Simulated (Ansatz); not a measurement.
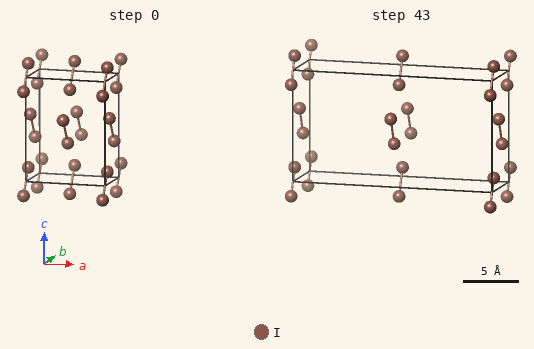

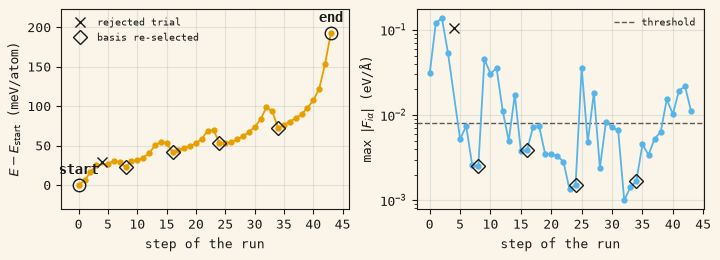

First and last geometry of a relaxation of crystalline I (set up in Cmce), with the history of the run. The picture is a ball-and-stick view of the conventional cell (2 times the calculation's cell), seen slightly off an axis. Lengths and directions refer to the drawn axes.

Case: relaxed at -1 GPa.

These are results of DFT PBEsol, scalar-relativistic, plane waves, PAW (Ansatz), not measurements. (plane-wave cutoff 420 eV; k-point mesh 8 × 8 × 4; occupations gaussian; smearing width 0.02 eV; target pressure -1 GPa; no spin polarisation; cell and atoms relaxed; force threshold 0.008 eV/Å; at most 50 steps)

**What do the curves and the structures tell?**

The run was cut off at its time limit before the relaxation converged, so the last structure is only a point on the way. Over 38 accepted moves (43 points after the start) the energy rises by 193 meV per atom. With the target pressure of -1 GPa, the enthalpy E + pV changes by −385 meV per atom. The largest force component goes from 0.031 to 0.011 eV/Å. The pressure goes from −0.28 to −0.85 GPa. The line search rejected the trial step at point 4 of the run. At 4 points the geometry stayed and the basis and grid were re-selected for the new cell (energy shift of 21.0 meV per atom at most each time). The largest moves relative to the cell, 0.38 Å, are those of I atoms. Cell: a 7.527 → 18.951 Å (+151.8 %), b 4.401 → 5.401 Å (+22.7 %), c 9.669 → 10.359 Å (+7.1 %). Volume +231.0 %. Near-neighbour distances that change, for instance: I–I 3.301 → 3.808 Å, I–I 2.821 → 2.733 Å. The space group stays Cmce (No. 64). Cost: 14 min on 1 thread of Intel(R) Xeon(R) 6975P-C (Granite Rapids) (shared host), peak memory 1.1 GiB.

Limits of the set-up: layers or molecules are held without a dispersion correction, so their spacing is unreliable.
